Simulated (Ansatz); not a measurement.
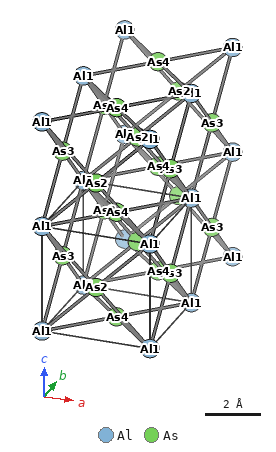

Starting structure of crystalline AlAs$_{3}$ (a generated structure, set up in Pm-3m). Style: ball-and-stick. Shown: the cell of the calculation, repeated 1 × 2 × 2 with one cell outlined, from a free direction.

The calculation used Ansatz, DFT PBE, scalar-relativistic, plane waves, PAW.

Input file:
```yaml
crystal:
  lattice:
    - [4.20485129, 0.0, 0.0]
    - [0.0, 4.20485129, 0.0]
    - [0.0, 0.0, 4.20485129]
  atoms:
    - { symbol: Al, position: [0.0, 0.0, 0.0] }
    - { symbol: As, position: [0.5, 0.0, 0.5] }
    - { symbol: As, position: [0.0, 0.5, 0.5] }
    - { symbol: As, position: [0.5, 0.5, 0.0] }
basis:
  ecutwfc: 420
kpoints:
  mp_grid: { grid: [12, 12, 12] }
hamiltonian:
  xc: pbe
scf:
  occupations: { method: gaussian, width: 0.1 }
output:
  forces: true
  stress: true
  eigenvalues: true
relax:
  adjacent_minimum: "off"
  f_tol: 0.01
  max_steps: 80
  cell: { stress_tol: 0.05 }
```

Launched with:
```bash
ansatz run input.yaml --threads 1 --pin off --max-ram 2560MiB --backend cpu --events-out ev --progress --plain --runs-dir out
```

Question: Predict the outcome.

Answer: Over 2 accepted moves (3 points after the start) the energy falls by 7.5 meV per cell of the calculation. All forces vanish by symmetry, so only the cell relaxes. Pressure: 1.60 GPa at the start and −0.03 GPa at the end. The SCF was repeated once at an unchanged geometry on a basis and grid sized afresh for the cell, which shifted the energy by 0.3 meV per cell of the calculation at most. The atoms keep their places relative to the cell (all moves are under 0.005 Å). Cell: a = b = c 4.205 → 4.234 Å (+0.7 %). Volume +2.1 %. Near-neighbour distances that change, for instance: Al1–As2 2.973 → 2.994 Å. The space group stays Pm-3m (No. 221).

Step by step:

```json
{"step": "0", "E − E(0), meV/atom": "0.00", "pressure, GPa": "1.60", "volume, Å³/atom": "18.586", "note": ""}
{"step": "1", "E − E(0), meV/atom": "-0.72", "pressure, GPa": "-1.12", "volume, Å³/atom": "19.266", "note": ""}
{"step": "2", "E − E(0), meV/atom": "-1.81", "pressure, GPa": "-0.04", "volume, Å³/atom": "18.980", "note": ""}
{"step": "3", "E − E(0), meV/atom": "-1.88", "pressure, GPa": "-0.03", "volume, Å³/atom": "18.980", "note": "same geometry, new basis"}
```

Final geometry:

```
Al As
1.0
     4.23432    0.00000    0.00000
     0.00000    4.23432    0.00000
     0.00000    0.00000    4.23432
Al As
1 3
Direct
  0.00000 0.00000 0.00000
  0.50000 0.00000 0.50000
  0.00000 0.50000 0.50000
  0.50000 0.50000 0.00000
```
